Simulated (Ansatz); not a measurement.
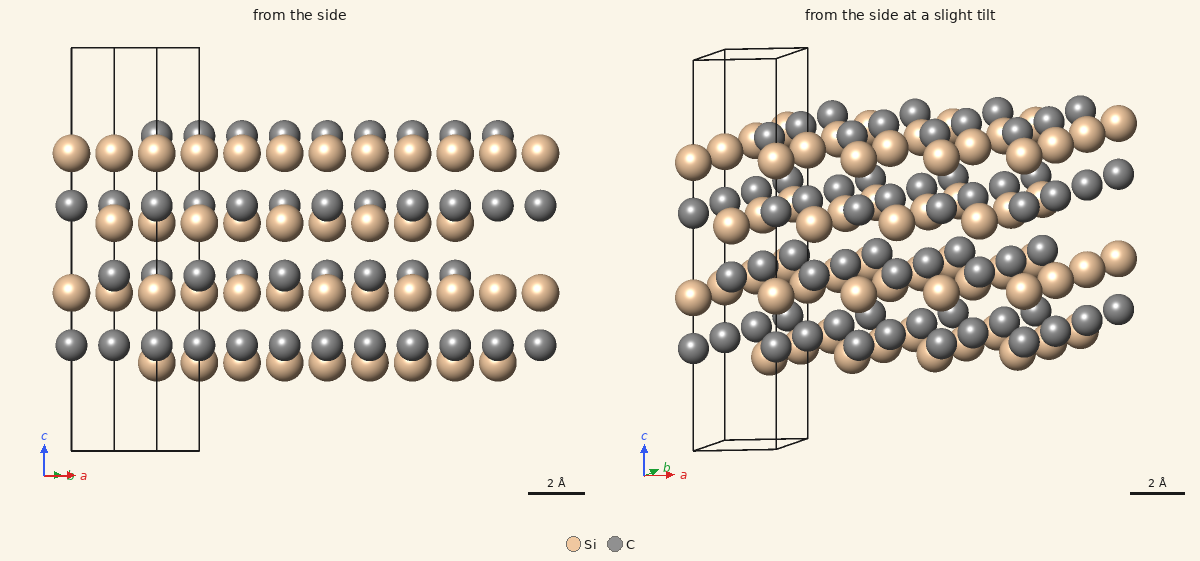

A spheres-only picture of a periodic slab, seen from the side and from the side at a slight tilt. The surface normal points up in side views; the box is the simulation cell. 4×3 cells are drawn in the plane, with atoms at the edges repeated.

The cell holds 4 Si, 4 C.

**Which elements lie outermost on each side?**

The top face ends in C, the bottom face in Si. The faces differ, so the slab can carry a dipole.

**How far apart are the outermost atoms along the normal?**

About 8 Å from the lowest to the highest atom, with about 6 Å of vacuum to the next image.

**Give the sequence of planes from the top.**

Eight planes: C / Si / C / Si / C / Si / C / Si.

Provenance: a structure listed in the Materials Project. The cell was then strained or its atoms displaced on purpose. It was run through Ansatz as a DFT input.

At this level of theory the run's own cell isn't at rest (forces up to 2.9 eV/Å), so its distances can differ from those at equilibrium, the more so the softer the solid.
